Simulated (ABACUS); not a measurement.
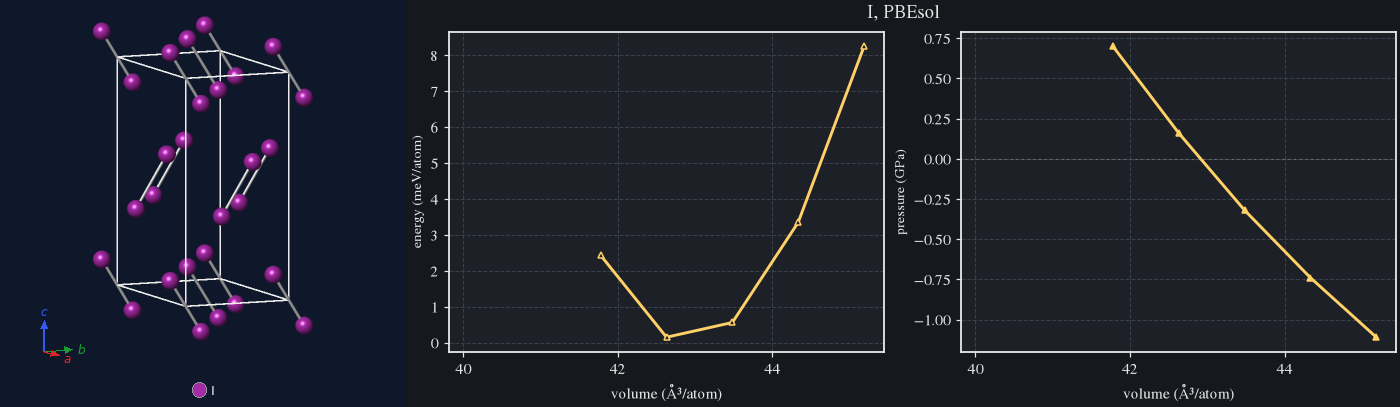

The figure shows the energy and pressure against volume for I, space group Cmce (No. 64). The conventional cell is drawn beside the plot.

The given structure:
```
I
1.0
     3.63503   -2.39502    0.00000
     3.63503    2.39502    0.00000
     0.00000    0.00000    9.79344
I
4
Direct
  0.64930 0.35070 0.38440
  0.14930 0.85070 0.11560
  0.35070 0.64930 0.61560
  0.85070 0.14930 0.88440
```

Calculation (ABACUS 3.10.1): DFT in plane waves or numerical atomic orbitals with pseudopotentials, no spin polarisation; energies at scaled volumes of the given cell, shape and fractions fixed, counted from the fit's minimum, third-order Birch-Murnaghan fit. Level: PBEsol.

| setting | value |
| --- | --- |
| k mesh | 7×7×3 |
| occupations | Fermi–Dirac |
| smearing width | 0.05 eV |
| potentials | PseudoDojo NC SR 0.4.1 PBEsol standard |
| wave cutoff | 966 eV |
| density cutoff | 3864 eV |
| program settings | basis pw |

The points at volume 40.07 Å³/atom and 40.93 Å³/atom are left out of the plot. What values does the calculation give there?

```
volume (Å³/atom)  energy (meV/atom)  pressure (GPa)
           40.07              16.51            1.99
           40.93               7.75            1.30
```

Note: shape and atomic fractions are frozen while scaling, which makes layered, chain and framework solids too stiff.
